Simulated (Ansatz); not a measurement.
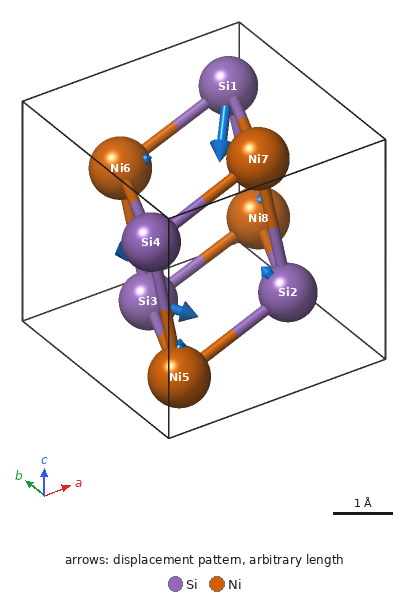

Phonons of crystalline SiNi, space group P2₁3 (No. 198), at the zone centre. The optical levels lie at 122 (×2), 153 (×3), 161, 186 (×3), 282 (×3), 284 (×2), 317 (×3), 334, 388 (×3) cm⁻¹. One mode is drawn. The blue arrows give the relative displacements of the atoms. A ball-and-stick model of the cell of the calculation, seen from a free direction.

Computed with DFT r2SCAN, scalar-relativistic, plane waves, PAW in Ansatz 0.2.0. Set-up: plane-wave cutoff 500 eV; k-point mesh 10 × 10 × 10; occupations gaussian; smearing width 0.15 eV; no spin polarisation.

To which level does it belong?

Answer. The level at 388 cm⁻¹. This is the T mode (triply degenerate; one member of the set is drawn), the highest optical level, infrared- and Raman-active by symmetry. It stretches the shortest Ni–Si bonds (2.33 Å); the kinetic energy is shared as Si 85 %, Ni 15 %. The crystal is a metal, so free carriers screen the infrared response.

Limits of the set-up: an element that often carries a moment was run without spin polarisation.
